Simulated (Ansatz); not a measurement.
**Run report: C$_{8}$N, geometry relaxation (part 3 of 3)**

Continued. System: C$_{8}$N (slab, 9 atoms in the cell). Method: DFT PBE+D3(BJ), scalar-relativistic, plane waves, PAW, no spin polarisation (Ansatz 0.2.0); cutoff 420 eV, 12×12×1 k-mesh, Gaussian smearing of 0.1 eV. The structure derives from a Materials Project entry. The input holds or restrains some coordinates. Forces given for the steps count only the free coordinates. It belongs to a series of runs on one base structure; here: N put at a top C site.

Geometry of the input (Å; fractional positions):
```
2.4655  0.0000  0.0000
-1.2328  2.1341  0.0000
0.0000  0.0000  29.1985
C  0.0833  0.1666  0.2911
C  0.4167  0.8334  0.2911
C  0.5833  0.1666  0.4075
C  0.9167  0.8334  0.4075
C  0.0833  0.1666  0.5240
C  0.4167  0.8334  0.5240
C  0.5833  0.1666  0.6404
C  0.9167  0.8334  0.6404
N  0.5833  0.1666  0.6911
```

### Trajectory as extended XYZ (Å, eV, eV/Å), 12 frames, from step=1 to step=12
```
9
Lattice="2.4655 0.0000 0.0000 -1.2328 2.1341 0.0000 0.0000 0.0000 29.1985" Properties=species:S:1:pos:R:3:forces:R:3 step=1 energy=-2387.22665
C     0.0000    0.3556    8.5000    0.0000  -0.0058   0.0021
C     0.0000    1.7786    8.5000    0.0000   0.0058   0.0021
C     1.2328    0.3556   11.8995    0.0000   0.0485  -0.0014
C     1.2328    1.7786   11.8995    0.0000  -0.0485  -0.0016
C     0.0000    0.3556   15.2990    0.0000   0.0168   0.0228
C     0.0000    1.7786   15.2990    0.0000  -0.0220   0.0157
C     1.2328    0.3556   18.6985    0.0000  -0.0016   0.9264
C     1.2328    1.7786   18.6985    0.0000   0.0022  -2.8193
N     1.2328    0.3556   20.1785    0.0000   0.0045   1.8534
9
Lattice="2.4655 0.0000 0.0000 -1.2328 2.1341 0.0000 0.0000 0.0000 29.1985" Properties=species:S:1:pos:R:3:forces:R:3 step=2 energy=-2387.40217
C     0.0000    0.3556    8.5000    0.0000   0.0173   0.0035
C     0.0000    1.7786    8.5000    0.0000  -0.0173   0.0035
C     1.2328    0.3556   11.8995    0.0000   0.0482   0.0195
C     1.2328    1.7786   11.8995    0.0000  -0.0479   0.0190
C     0.0000    0.3301   15.4913    0.0000  -0.0025  -0.0679
C     0.0000    1.7529   15.4911    0.0000  -0.0147  -0.0981
C     1.2328    0.3726   18.5828    0.0000   0.0004   1.3341
C     1.2328    1.7956   18.5171    0.0000   0.0067  -2.1535
N     1.2328    0.3729   20.0809    0.0000   0.0098   0.9435
9
Lattice="2.4655 0.0000 0.0000 -1.2328 2.1341 0.0000 0.0000 0.0000 29.1985" Properties=species:S:1:pos:R:3:forces:R:3 step=3 energy=-2387.67653
C     0.0000    0.3556    8.5000    0.0000   0.0021   0.0037
C     0.0000    1.7786    8.5000    0.0000  -0.0021   0.0037
C     1.2328    0.3556   11.8995    0.0000   0.0325   0.0070
C     1.2328    1.7786   11.8995    0.0000  -0.0304   0.0073
C     0.0000    0.2058   15.3744    0.0000  -0.0195  -0.0146
C     0.0000    1.6283   15.3721    0.0000   0.0036  -0.0683
C     1.2328    0.4546   18.5923    0.0000  -0.0048   1.1650
C     1.2328    1.8776   18.3484    0.0000   0.0266  -0.3986
N     1.2328    0.4559   20.1281    0.0000  -0.0080  -0.7053
9
Lattice="2.4655 0.0000 0.0000 -1.2328 2.1341 0.0000 0.0000 0.0000 29.1985" Properties=species:S:1:pos:R:3:forces:R:3 step=4 energy=-2387.71547
C     0.0000    0.3556    8.5000    0.0000  -0.0061   0.0024
C     0.0000    1.7786    8.5000    0.0000   0.0060   0.0024
C     1.2328    0.3556   11.8995    0.0000   0.0233   0.0004
C     1.2328    1.7786   11.8995    0.0000  -0.0207   0.0017
C     0.0000    0.1801   15.3313    0.0000  -0.0087  -0.0139
C     0.0000    1.6027   15.3269    0.0000  -0.0053  -0.0071
C     1.2328    0.4635   18.6548    0.0000   0.0021   0.4733
C     1.2328    1.8869   18.3400    0.0000   0.0178   0.2452
N     1.2328    0.4638   20.1513    0.0000  -0.0082  -0.7069
9
Lattice="2.4655 0.0000 0.0000 -1.2328 2.1341 0.0000 0.0000 0.0000 29.1985" Properties=species:S:1:pos:R:3:forces:R:3 step=5 energy=-2387.72799
C     0.0000    0.3556    8.5000    0.0000  -0.0081   0.0022
C     0.0000    1.7786    8.5000    0.0000   0.0081   0.0022
C     1.2328    0.3556   11.8995    0.0000   0.0253   0.0021
C     1.2328    1.7786   11.8995    0.0000  -0.0218   0.0051
C     0.0000    0.1153   15.3244    0.0000  -0.0069   0.0008
C     0.0000    1.5380   15.3207    0.0000  -0.0048  -0.0211
C     1.2328    0.4998   18.6578    0.0000   0.0301  -0.2466
C     1.2328    1.9239   18.3346    0.0000  -0.0194  -0.1590
N     1.2328    0.4971   20.0929    0.0000  -0.0021   0.4163
9
Lattice="2.4655 0.0000 0.0000 -1.2328 2.1341 0.0000 0.0000 0.0000 29.1985" Properties=species:S:1:pos:R:3:forces:R:3 step=6 energy=-2387.73246
C     0.0000    0.3556    8.5000    0.0000  -0.0094   0.0020
C     0.0000    1.7786    8.5000    0.0000   0.0094   0.0020
C     1.2328    0.3556   11.8995    0.0000   0.0233  -0.0040
C     1.2328    1.7786   11.8995    0.0000  -0.0192   0.0008
C     0.0000    0.0795   15.2971    0.0000  -0.0032   0.0015
C     0.0000    1.5022   15.2930    0.0000  -0.0068   0.0016
C     1.2328    0.5143   18.6676    0.0000  -0.0076   0.0093
C     1.2328    1.9376   18.3463    0.0000   0.0131  -0.0203
N     1.2328    0.5106   20.1216    0.0000   0.0005   0.0049
9
Lattice="2.4655 0.0000 0.0000 -1.2328 2.1341 0.0000 0.0000 0.0000 29.1985" Properties=species:S:1:pos:R:3:forces:R:3 step=7 energy=-2387.73246
C     0.0000    0.3556    8.5000    0.0000  -0.0095   0.0022
C     0.0000    1.7786    8.5000    0.0000   0.0095   0.0023
C     1.2328    0.3556   11.8995    0.0000   0.0231  -0.0038
C     1.2328    1.7786   11.8995    0.0000  -0.0190   0.0010
C     0.0000    0.0795   15.2971    0.0000  -0.0033   0.0021
C     0.0000    1.5022   15.2930    0.0000  -0.0069   0.0023
C     1.2328    0.5143   18.6676    0.0000  -0.0076   0.0095
C     1.2328    1.9376   18.3463    0.0000   0.0132  -0.0208
N     1.2328    0.5106   20.1216    0.0000   0.0005   0.0052
9
Lattice="2.4655 0.0000 0.0000 -1.2328 2.1341 0.0000 0.0000 0.0000 29.1985" Properties=species:S:1:pos:R:3:forces:R:3 step=8 energy=-2387.73306
C     0.0000    0.3556    8.5000    0.0000  -0.0063   0.0024
C     0.0000    1.7786    8.5000    0.0000   0.0063   0.0025
C     1.2328    0.3556   11.8995    0.0000   0.0248  -0.0033
C     1.2328    1.7786   11.8995    0.0000  -0.0203   0.0021
C     0.0000    0.0319   15.3004    0.0000  -0.0061   0.0071
C     0.0000    1.4546   15.2962    0.0000  -0.0024  -0.0085
C     1.2328    0.5341   18.6576    0.0000   0.0000   0.0023
C     1.2328    1.9575   18.3339    0.0000   0.0023   0.0157
N     1.2328    0.5299   20.1119    0.0000   0.0016  -0.0203
9
Lattice="2.4655 0.0000 0.0000 -1.2328 2.1341 0.0000 0.0000 0.0000 29.1985" Properties=species:S:1:pos:R:3:forces:R:3 step=9 energy=-2387.73418
C     0.0000    0.3556    8.5000    0.0000   0.0002   0.0023
C     0.0000    1.7786    8.5000    0.0000   0.0000   0.0025
C     1.2328    0.3556   11.8995    0.0000   0.0207  -0.0104
C     1.2328    1.7786   11.8995    0.0000  -0.0164  -0.0001
C     0.0000   -0.1613   15.2621    0.0000  -0.0024  -0.0146
C     0.0000    1.2615   15.2562    0.0000  -0.0016   0.0278
C     1.2328    0.6059   18.6333    0.0000   0.0161  -0.0141
C     1.2328    2.0294   18.3092    0.0000  -0.0270   0.0131
N     1.2328    0.6008   20.0867    0.0000   0.0104  -0.0065
9
Lattice="2.4655 0.0000 0.0000 -1.2328 2.1341 0.0000 0.0000 0.0000 29.1985" Properties=species:S:1:pos:R:3:forces:R:3 step=10 energy=-2387.73452
C     0.0000    0.3556    8.5000    0.0000   0.0085   0.0024
C     0.0000    1.7786    8.5000    0.0000  -0.0084   0.0026
C     1.2328    0.3556   11.8995    0.0000   0.0179  -0.0080
C     1.2328    1.7786   11.8995    0.0000  -0.0161   0.0022
C     0.0000   -0.2829   15.2722    0.0000   0.0052  -0.0154
C     0.0000    1.1400   15.2668    0.0000  -0.0051   0.0118
C     1.2328    0.6398   18.6122    0.0000  -0.0326   0.0021
C     1.2328    2.0619   18.2887    0.0000   0.0192   0.0079
N     1.2328    0.6364   20.0658    0.0000   0.0113  -0.0057
9
Lattice="2.4655 0.0000 0.0000 -1.2328 2.1341 0.0000 0.0000 0.0000 29.1985" Properties=species:S:1:pos:R:3:forces:R:3 step=11 energy=-2387.73458
C     0.0000    0.3556    8.5000    0.0000   0.0072   0.0024
C     0.0000    1.7786    8.5000    0.0000  -0.0071   0.0026
C     1.2328    0.3556   11.8995    0.0000   0.0181  -0.0083
C     1.2328    1.7786   11.8995    0.0000  -0.0158   0.0022
C     0.0000   -0.2641   15.2712    0.0000   0.0017   0.0022
C     0.0000    1.1587   15.2668    0.0000  -0.0026  -0.0027
C     1.2328    0.6281   18.6206    0.0000  -0.0160  -0.0020
C     1.2328    2.0505   18.2974    0.0000   0.0069   0.0035
N     1.2328    0.6261   20.0741    0.0000   0.0076  -0.0002
9
Lattice="2.4655 0.0000 0.0000 -1.2328 2.1341 0.0000 0.0000 0.0000 29.1985" Properties=species:S:1:pos:R:3:forces:R:3 step=12 energy=-2387.73458
C     0.0000    0.3556    8.5000    0.0000   0.0072   0.0023
C     0.0000    1.7786    8.5000    0.0000  -0.0070   0.0025
C     1.2328    0.3556   11.8995    0.0000   0.0181  -0.0082
C     1.2328    1.7786   11.8995    0.0000  -0.0158   0.0023
C     0.0000   -0.2641   15.2712    0.0000   0.0017   0.0026
C     0.0000    1.1587   15.2668    0.0000  -0.0026  -0.0023
C     1.2328    0.6281   18.6206    0.0000  -0.0160  -0.0022
C     1.2328    2.0505   18.2974    0.0000   0.0069   0.0031
N     1.2328    0.6261   20.0741    0.0000   0.0076   0.0001
```

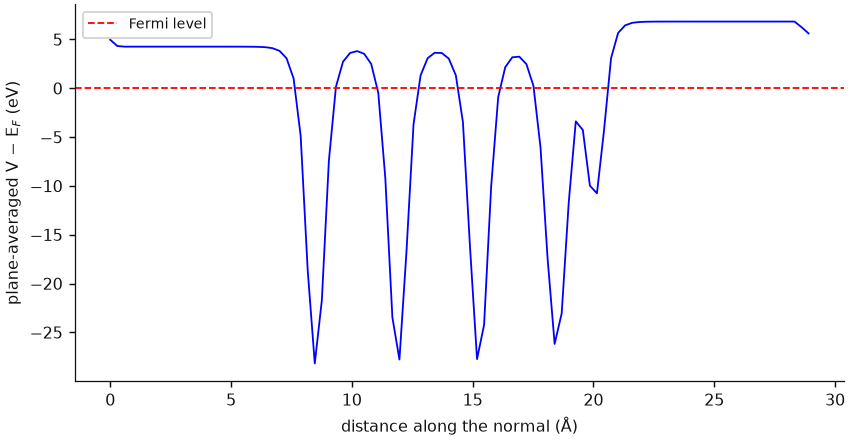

Fig. 1: Plane average of the electrostatic potential energy of an electron across the cell, from the Fermi level. The vacuum level lies 6.83 eV above the Fermi level on the upper side and 4.26 eV on the lower.

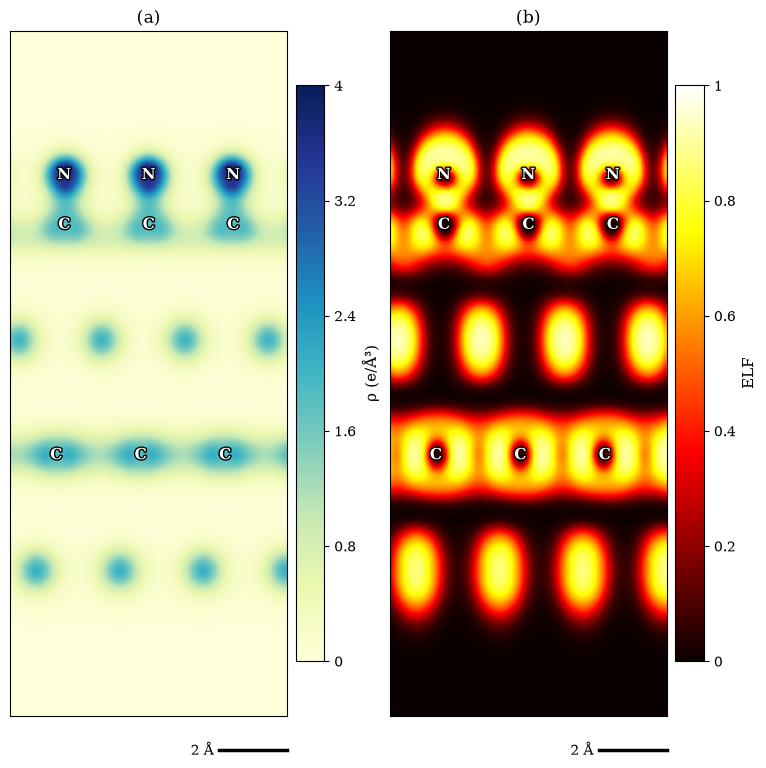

Fig. 2: (a) valence pseudo-density; (b) ELF on the (11̄0) plane of the calculation cell, a cut from vacuum to vacuum. C–N (1.45 Å): ρ is about 1.9 e/Å³ halfway; the ELF peaks at about 0.90 between the atoms (localised, shared-pair bonding). The density dies away to nearly zero in the vacuum. The fields are those of the smooth PAW valence density.

### Key numbers

| quantity | value |
| --- | --- |
| outcome | converged under the restraints of the input |
| electrons treated | 37 |
| free energy | −2387.7346 eV |
| work function, top face | 6.83 eV |
| work function, bottom face | 4.26 eV |
| Fermi energy | 0.902 eV |
| gap on the k-point mesh | none (metallic) |
| final volume | 153.64 Å³ |
| work function (upper face) | 6.83 eV |
| largest force (length of the vector) at the end, held atoms and coordinates included | 0.020 eV/Å |
| wall time | 5.1 min (CPU time 9.8 min) |
| peak memory | 0.5 GiB |

The program warns: the exchange-correlation potential is rough where the density is thin. The cell holds an odd number of electrons but the run has no spin polarisation, so a band is left half filled.
